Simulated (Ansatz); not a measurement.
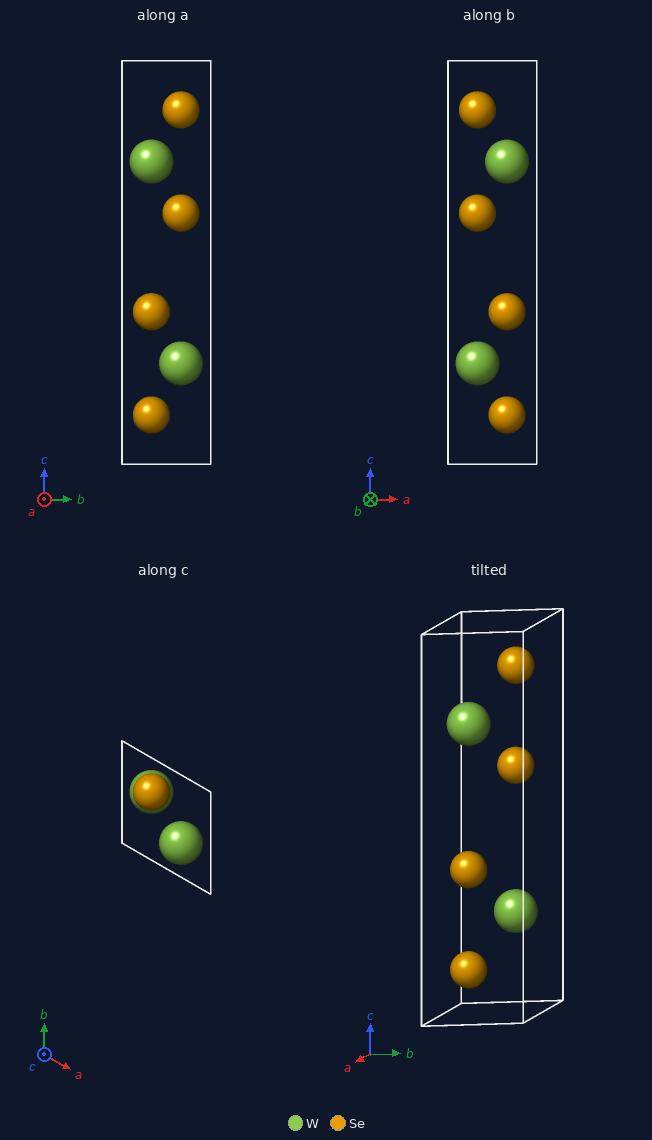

We look at a spheres-only model of the crystal along the a axis, along the b axis, along the c axis and slightly off an axis. Thin lines show the conventional unit cell, with boundary atoms drawn in all their periodic places.

Lattice parameters: a = 3.2997 Å, b = 3.2997 Å, c = 13.0172 Å, α = 90.000°, β = 90.000°, γ = 120.000°.

Q: Put the structure into a CIF with its space group and independent sites, with free fractional coordinates to two decimals.

A:
```cif
data_structure
_symmetry_space_group_name_H-M 'P 63/m m c'
_symmetry_Int_Tables_number 194
_cell_length_a 3.2997
_cell_length_b 3.2997
_cell_length_c 13.0172
_cell_angle_alpha 90.000
_cell_angle_beta 90.000
_cell_angle_gamma 120.000
_cell_volume 122.74
loop_
_atom_site_label
_atom_site_type_symbol
_atom_site_symmetry_multiplicity
_atom_site_Wyckoff_symbol
_atom_site_fract_x
_atom_site_fract_y
_atom_site_fract_z
_atom_site_occupancy
W1 W 2 c 0.3333 0.6667 0.25 1
Se1 Se 4 f 0.6667 0.3333 0.38 1
```

It derives from a structure type filled with these elements by a generator (whether the compound takes this form wasn't checked). The cell was then strained or its atoms displaced on purpose. It went into a calculation with Ansatz.
